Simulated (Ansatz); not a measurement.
**Si: densities and their changes**

Space group P6_3/mmc; not relaxed (largest force 0.3 eV/Å); the calculation finds a residual pressure of about 3 GPa at this fixed cell. This isn't the usual form at ambient conditions.

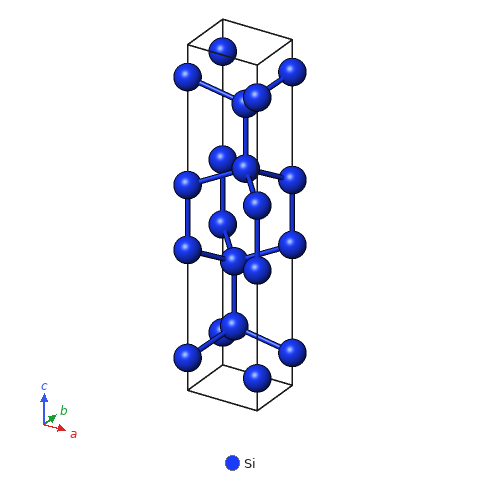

The conventional cell.

The calculation's input:

```
crystal:
  lattice:
    - [3.7948, 0.0, 0.0]
    - [-1.8974, 3.2863932023, 0.0]
    - [0.0, 0.0, 12.7099]
  atoms:
    - { symbol: Si, position: [0.0, 0.0, 0.4062] }
    - { symbol: Si, position: [0.0, 0.0, 0.9062] }
    - { symbol: Si, position: [0.0, 0.0, 0.0938] }
    - { symbol: Si, position: [0.0, 0.0, 0.5938] }
    - { symbol: Si, position: [0.3333333333, 0.6666666667, 0.3437] }
    - { symbol: Si, position: [0.6666666667, 0.3333333333, 0.8437] }
    - { symbol: Si, position: [0.3333333333, 0.6666666667, 0.1563] }
    - { symbol: Si, position: [0.6666666667, 0.3333333333, 0.6563] }
basis:
  ecutwfc: 500
  fft_grid_basis: typed
kpoints:
  mp_grid: { grid: [12, 12, 4] }
hamiltonian:
  xc: pbe
  pseudopotentials: { kind: paw }
scf:
  occupations: { method: gaussian, width: 0.05 }
output:
  forces: true
  stress: true
  eigenvalues: true
  bader: true
  write_density: true
  volumetric_format: npy
  elf: true
```

Command:

```sh
ansatz run input.yaml --threads 2 --pin off --max-ram 4096MiB --backend cpu --events-out ev --progress --plain --runs-dir out
```

The picture shows the conventional cell (a = 3.79 Å, b = 3.79 Å, c = 12.71 Å, α = 90.00°, β = 90.00°, γ = 120.00°).

Computed with DFT PBE, scalar-relativistic, plane waves, PAW in Ansatz 0.2.0.

Core electrons are frozen (PAW), so the maps are meaningful between the atoms, not at the nuclei.

Part 1: Bonding charge

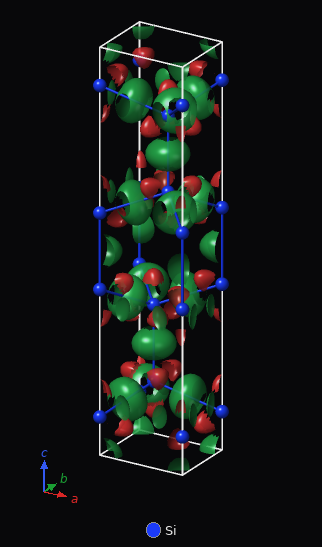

Density of the crystal less the sum of free-atom densities: green surfaces at +0.05 and red ones at −0.05 e/Å³, in the conventional cell seen slightly off an axis (the regions close to the nuclei are left out). Cores are masked to 0.8 Å (Si).

> Describe the bonding charge.

Si–Si (2.33 Å): Δρ is +0.2 e/Å³ at the midpoint, where it peaks: covalent bond charge.
- Over the whole cell, outside the masked cores, the largest gain, 0.2 e/Å³, lies 1.0 Å from a silicon nucleus, and the largest loss lies at the edge of the masked core of Si.
- The rearranged charge, half the integral of |Δρ|, is about 0.29 e an atom.

Part 2: States by energy

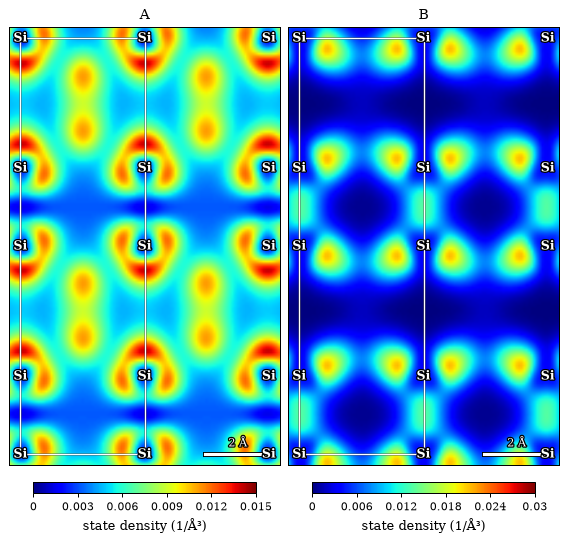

Si: densities of the states in two energy windows, on the (100) plane of the conventional cell.

> Match the panels to the energy ranges (zero at the valence-band maximum): −0.6 to 0.0 eV and +0.6 to +1.2 eV.

Panel A: +0.6 to +1.2 eV, the bottom of the conduction band, mainly Si 3p (60 %) and Si 3s (40 %).
Panel B: −0.6 to 0.0 eV, the top of the valence band, mainly Si 3p (over 95 %).
The characters are Löwdin shares on a minimal set of atomic orbitals.

Part 3: Change of volume

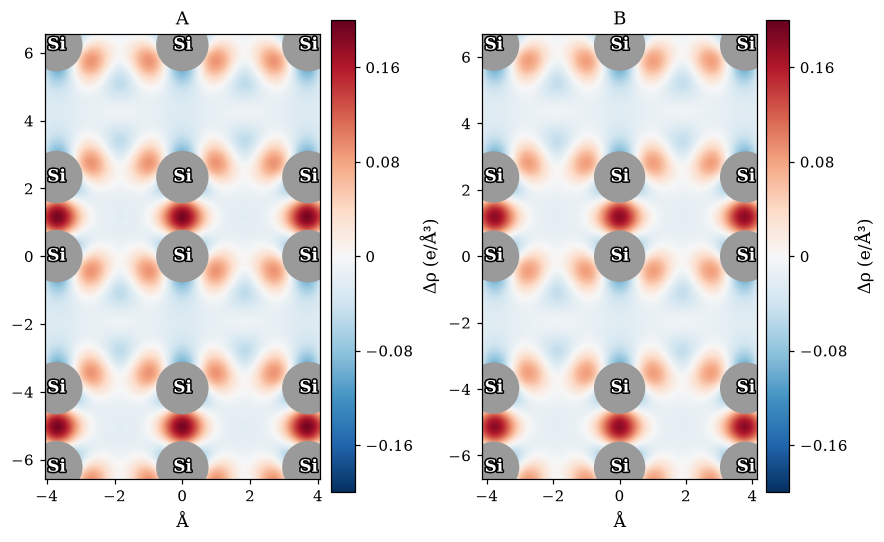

Si: deformation density on the (100) plane of the conventional cell at two volumes, with the same fractional coordinates and one colour scale. Grey discs cover the cores. Panel A has 94 % of the volume of panel B.

> How do bonds, bonding charge and pressure respond to this change of volume?

From B to A, Si–Si goes from 2.33 to 2.28 Å, and Δρ at its midpoint from +0.2 to +0.21 e/Å³.
- The pressure is 3 GPa in B and 10 GPa in A.
- The rearranged charge is 0.29 e an atom in B and 0.29 e in A.
- The scaled cell isn't relaxed: forces reach 0.4 eV/Å.

Part 4: Holes and electrons

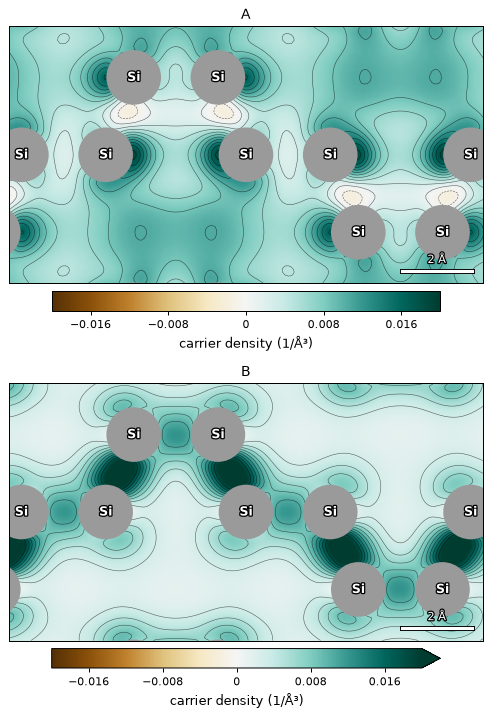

Si, doped once with holes and once with electrons (0.2 e in the calculation's cell of 8 atoms, uniform background, atoms fixed). Each panel shows the carrier's density (positive where it sits) on the (110) plane of the conventional cell; grey discs cover the cores. Cores are masked to 0.8 Å (Si).

> Tell the hole from the electron.

A is the electron: outside the cores it is densest 0.9 Å from a silicon nucleus. B is the hole: outside the cores it is densest 1.0 Å from a silicon nucleus.

Part 5: Another level of theory

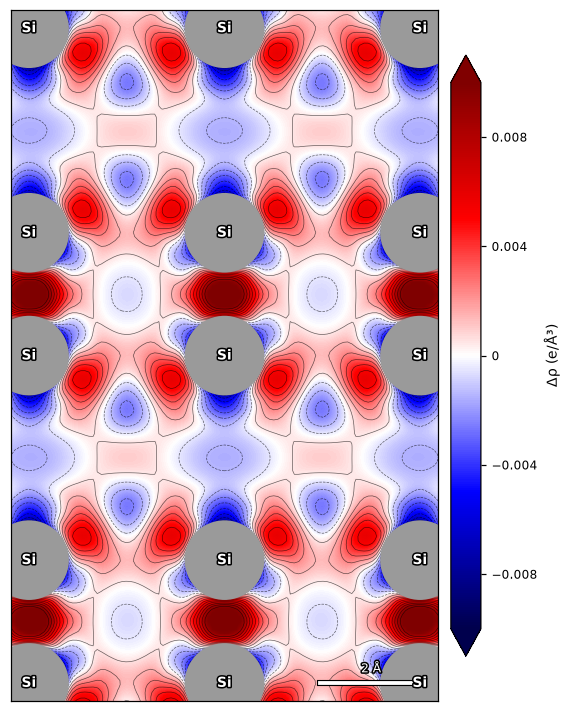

Si: difference of two self-consistent densities at the same geometry, ρ(r2SCAN) − ρ(PBE), on the (100) plane of the conventional cell. Grey discs cover the cores, where the PAW densities can't be compared. Cores are masked to 0.8 Å (Si).

Both runs: Ansatz, scalar-relativistic, plane waves and PAW, same cutoff, k-points and PAW files (made with PBE).

> How does the change of level move the electrons?

Against PBE, and outside the masked cores, the largest gain, 0.013 e/Å³, lies 1.2 Å from a silicon nucleus, and the largest loss lies at the edge of the masked core of Si. At this volume the pressure is 3 GPa with PBE and 2 GPa with r2SCAN. The gap on the mesh is 0.60 eV with PBE and 0.79 eV with r2SCAN.

Part 6: Moving an atom

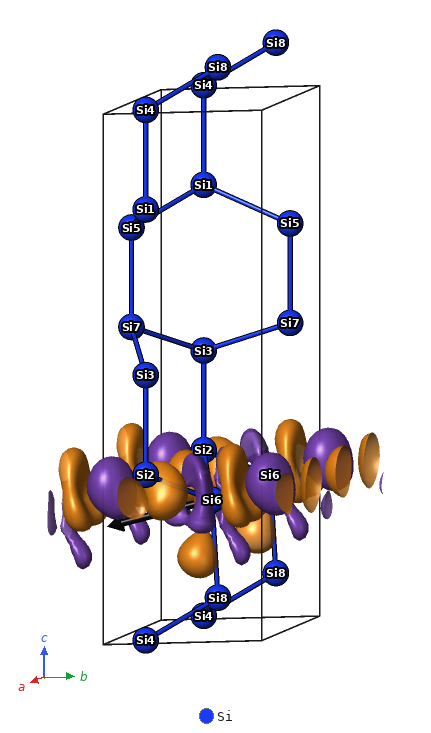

Si6 was moved by 0.15 Å roughly along [−1 −2 0] in the axes of the cell drawn (arrow, not to scale). Change of the density less the rigid motion of the neutral atom's own density: orange surfaces at +0.01 and purple ones at −0.01 e/Å³, in the cell of the calculation (origin moved) seen slightly off an axis.

Not relaxed before the move (largest force 0.3 eV/Å).

> Describe the electronic response.

About 0.13 e is rearranged in the cell. Outside the cores the largest gain, 0.04 e/Å³, lies 1.0 Å from a silicon nucleus, and the largest loss, 0.05 e/Å³, lies 0.9 Å from a silicon nucleus.

> How much does the computed force on the atom change?

The force on it changes by 1.70 eV/Å along the move, against it: a stiffness of about 11 eV/Å² for this sublattice shift.

Part 7: Putting it together

The two pressures give a mean stiffness −ΔP/Δln V of about 115 GPa over this range, with the atoms held at their fractional positions.
